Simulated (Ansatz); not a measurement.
# Calculations on ZnSe and related structures

Part 1: Relaxation

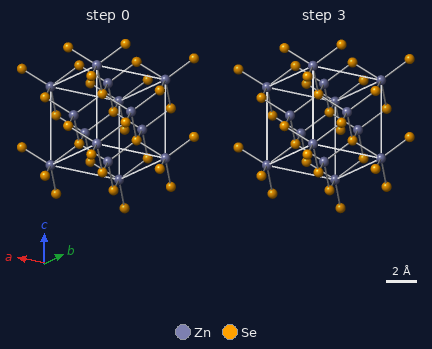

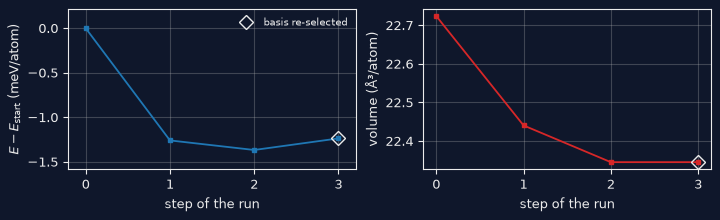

First and last geometry of a relaxation of solid ZnSe (set up in F-43m), with the history of the run. The picture is a ball-and-stick view of the conventional cell (4 times the calculation's cell), seen from a free direction. Lengths and directions refer to the drawn axes.

The calculation used DFT PBEsol, scalar-relativistic, plane waves, PAW (Ansatz).

Input file:
```yaml
crystal:
  lattice:
    - [0.0, 2.83244254, 2.83244254]
    - [2.83244254, 0.0, 2.83244254]
    - [2.83244254, 2.83244254, 0.0]
  atoms:
    - { symbol: Zn, position: [0.0, 0.0, 0.0] }
    - { symbol: Se, position: [0.25, 0.25, 0.25] }
basis:
  ecutwfc: 420
kpoints:
  mp_grid: { grid: [8, 8, 8] }
hamiltonian:
  xc: pbesol
scf:
  occupations: { method: gaussian, width: 0.02 }
output:
  forces: true
  stress: true
  eigenvalues: true
  write_density: true
  write_potential: true
  elf: true
  volumetric_format: npy
relax:
  adjacent_minimum: "off"
  f_tol: 0.005
  max_steps: 80
  cell: { stress_tol: 0.05 }
```

Launched with:
```bash
ansatz run input.yaml --threads 8 --pin off --max-ram 20480MiB --backend cpu --events-out ev --progress --plain --runs-dir out
```

### Read the history and describe the run.

It converged. After 2 accepted moves (3 points after the start) the energy has fallen by 1.2 meV per atom. All forces vanish by symmetry, so only the cell relaxes. Pressure: −1.05 GPa at the start and 0.01 GPa at the end. The SCF was repeated once at an unchanged geometry on a basis and grid sized afresh for the cell, which shifted the energy by 0.1 meV per atom at most. No atom moves by more than 0.005 Å relative to the cell. The volume changes by −1.7 %, with a = b = c 5.665 → 5.633 Å (−0.6 %). Among the contacts that change: Zn1–Se2 2.453 → 2.439 Å. The space group stays F-43m (No. 216). Cost: 4.8 s on 8 threads of Intel(R) Xeon(R) Platinum 8259CL CPU @ 2.50GHz (Skylake/Cascade Lake) (shared host), peak memory 0.48 GiB.

```json
{"step": "0", "E − E(0), meV/atom": "0.00", "pressure, GPa": "-1.05", "volume, Å³/atom": "22.724", "note": ""}
{"step": "1", "E − E(0), meV/atom": "-1.26", "pressure, GPa": "-0.27", "volume, Å³/atom": "22.441", "note": ""}
{"step": "2", "E − E(0), meV/atom": "-1.37", "pressure, GPa": "0.01", "volume, Å³/atom": "22.345", "note": ""}
{"step": "3", "E − E(0), meV/atom": "-1.24", "pressure, GPa": "0.01", "volume, Å³/atom": "22.345", "note": "same geometry, new basis"}
```

Part 2: Relaxation

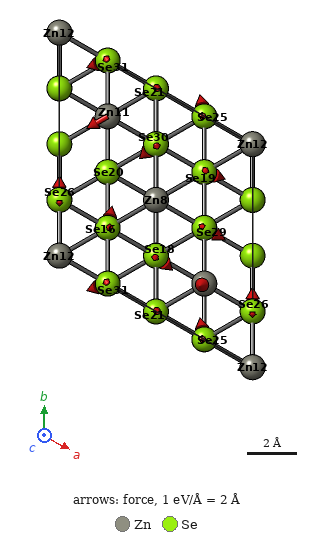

Starting geometry of a defect cell of composition Zn15Se16 (cell charge −2) with the computed forces as red arrows. A ball-and-stick model of the cell of the calculation, seen along the c axis.

Case: Zn on a Zn site beside a Zn vacancy, charge -2, atoms relaxed.

Level of theory: DFT PBEsol, scalar-relativistic, plane waves, PAW (Ansatz 0.2.0).

Input file:
```yaml
crystal:
  lattice:
    - [-5.6332473954, 5.6332473954, -5.6332473954]
    - [5.6332473954, 5.6332473954, 5.6332473954]
    - [5.6332473954, -5.6332473954, -5.6332473954]
  atoms:
    - { symbol: Zn, position: [0.25, 0.25, 0.5] }
    - { symbol: Zn, position: [0.5, 0.25, 0.25] }
    - { symbol: Zn, position: [0.75, 0.75, 0.5] }
    - { symbol: Zn, position: [0.25, 0.5, 0.25] }
    - { symbol: Zn, position: [0.5, 0.0, 0.5] }
    - { symbol: Zn, position: [0.0, 0.75, 0.25] }
    - { symbol: Zn, position: [0.75, 0.25, 0.0] }
    - { symbol: Zn, position: [0.5, 0.5, 0.0] }
    - { symbol: Zn, position: [0.75, 0.0, 0.25] }
    - { symbol: Zn, position: [0.0, 0.25, 0.75] }
    - { symbol: Zn, position: [0.25, 0.75, 0.0] }
    - { symbol: Zn, position: [0.0, 0.0, 0.0] }
    - { symbol: Zn, position: [0.75, 0.5, 0.75] }
    - { symbol: Zn, position: [0.5, 0.75, 0.75] }
    - { symbol: Zn, position: [0.25, 0.0, 0.75] }
    - { symbol: Se, position: [0.25, 0.25, 0.75] }
    - { symbol: Se, position: [0.0, 0.5, 0.75] }
    - { symbol: Se, position: [0.5, 0.25, 0.5] }
    - { symbol: Se, position: [0.75, 0.75, 0.75] }
    - { symbol: Se, position: [0.25, 0.5, 0.5] }
    - { symbol: Se, position: [0.5, 0.0, 0.75] }
    - { symbol: Se, position: [0.0, 0.75, 0.5] }
    - { symbol: Se, position: [0.75, 0.25, 0.25] }
    - { symbol: Se, position: [0.5, 0.5, 0.25] }
    - { symbol: Se, position: [0.75, 0.0, 0.5] }
    - { symbol: Se, position: [0.0, 0.25, 0.0] }
    - { symbol: Se, position: [0.25, 0.75, 0.25] }
    - { symbol: Se, position: [0.0, 0.0, 0.25] }
    - { symbol: Se, position: [0.75, 0.5, 0.0] }
    - { symbol: Se, position: [0.5, 0.75, 0.0] }
    - { symbol: Se, position: [0.25, 0.0, 0.0] }
total_charge: -2
basis:
  ecutwfc: 420
  xc_grid: 2
kpoints:
  mp_grid: { grid: [2, 2, 2], shift: [0.5, 0.5, 0.5] }
hamiltonian:
  xc: pbesol
scf:
  occupations: { method: gaussian, width: 0.02 }
output:
  forces: true
  stress: false
  eigenvalues: true
  write_density: true
  write_potential: true
  elf: true
  volumetric_format: npy
relax:
  adjacent_minimum: "off"
  f_tol: 0.02
  max_steps: 60
```

Command:
```bash
ansatz run input.yaml --threads 8 --pin off --max-ram 20480MiB --backend cpu --events-out ev --progress --plain --runs-dir out
```

> Is this structure relaxed? If not, where do the atoms go?

It isn't relaxed: the largest force vector, on Zn atoms, is 0.52 eV/Å. The final displacements follow the starting forces only in part (cosine between the two patterns 0.77). The largest moves, 0.15 Å, are those of Se17, Se20, Se22 and Se23. Se20 goes along −a. Largest moves by element: Se 0.15 Å, Zn 0.11 Å. The cell stays as it was. Among the contacts that change: Zn10–Se17 2.439 → 2.394 Å, Zn10–Se16 2.439 → 2.479 Å, Zn10–Se26 2.439 → 2.460 Å, Zn12–Se19 2.439 → 2.446 Å. Bond angles that change, for instance: Se17–Zn11–Se27 109.5° → 115.8°, Zn10–Se17–Zn11 109.5° → 105.1°, Se30–Zn11–Se31 109.5° → 106.2°. Over 3 geometry steps the energy falls by 0.350 eV per cell of the calculation. Largest force component: 0.38 eV/Å at the start, 0.0087 eV/Å at the end. Cost: 61 s on 8 threads of Intel(R) Xeon(R) Platinum 8259CL CPU @ 2.50GHz (Skylake/Cascade Lake), with other jobs on the host, peak memory 2.3 GiB.

Limits of the set-up: the cell is charged, on a uniform background, and energies carry no finite-size correction.

Part 3: Path

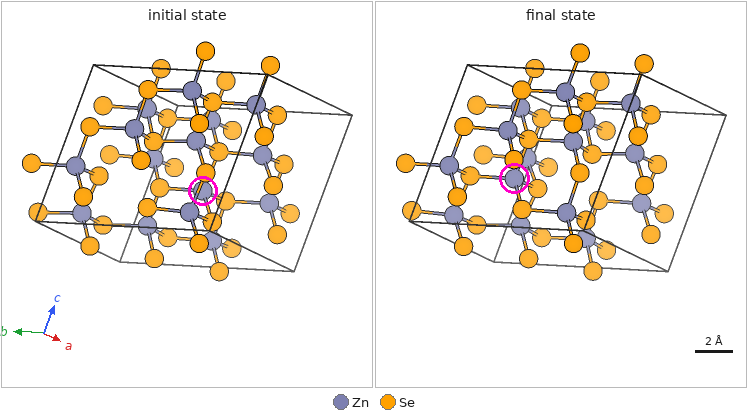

The two relaxed end points of a path for a defect cell of composition Zn15Se16 (cell charge −2) (31 atoms in the cell). A ball-and-stick model of the simulation cell (origin moved), seen from a free direction. The moving atom is ringed, with any periodic copies. Bonds to atoms that aren't drawn are left out.

Computed with Ansatz, DFT PBEsol, scalar-relativistic, plane waves, PAW.

Run with plane-wave cutoff 420 eV; k-point mesh 2 × 2 × 2; Gaussian smearing 0.02 eV; 5 movable images; climbing image.

What barrier does the band find between them, and by what path?

Answer. The barrier is about 1.26 eV in both directions, with image 3 at the top; the ends have the same energy. A Zn atom travels furthest, 3.85 Å from end to end, along [−1 1 0], on a path that bends up to 0.73 Å away from the straight line. At the highest image its nearest neighbour (Se) is 2.34 Å away, against 2.39 Å at the start, and the surrounding atoms stand up to 0.36 Å off the mean of their end positions. The band converged in 9 iterations, with a climbing image at the top.

Energies of the converged images:

| image | path (Å) | E (eV) |
| --- | --- | --- |
| 0 | 0.00 | 0.000 |
| 1 | 0.77 | 0.339 |
| 2 | 1.54 | 0.957 |
| 3 | 2.31 | 1.261 |
| 4 | 3.08 | 0.957 |
| 5 | 3.85 | 0.339 |
| 6 | 4.62 | 0.000 |

The geometry at the top of the path:

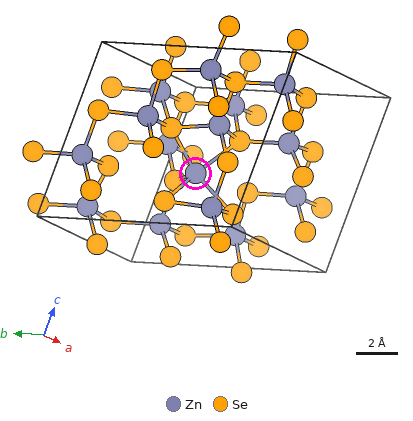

Limits of the set-up: the cell is charged, on a uniform background, and energies carry no finite-size correction.
